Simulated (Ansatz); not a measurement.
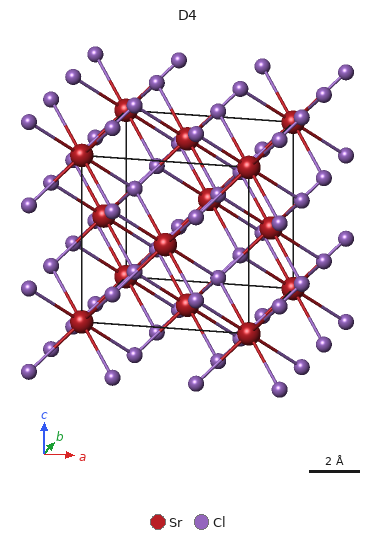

Crystalline SrCl2 (set up in Fm-3m), relaxed (cell and atoms) with several dispersion corrections. The picture shows the result with D4. The picture is a ball-and-stick view of the conventional cell (4 times the calculation's cell), seen slightly off an axis. Lengths and directions refer to the drawn axes.

Computed with Ansatz 0.2.0: PBE, Ansatz PAW. Settings: plane-wave cutoff 420 eV; k-point mesh 7 × 7 × 7; occupations fermi-dirac; smearing width 0.05 eV; no spin polarisation; cell and atoms relaxed; force threshold 0.01 eV/Å.

```csv
dispersion correction,volume (Å³/atom),a (Å)
D4,28.200,6.969
D3(BJ),28.065,6.957
none,?,?
D3(BJ)-ATM,28.146,6.964
```

> Estimate the missing row from the others, and compare with the calculation.

With none the volume is the largest of the series, above D4 (28.200). The calculation gives 29.057 Å³/atom (a = 7.038 Å). In order of volume: D3(BJ) < D3(BJ)-ATM < D4 < none; the spread is 3.5 %.

Each member starts from this one structure; whether another phase lies lower wasn't checked.
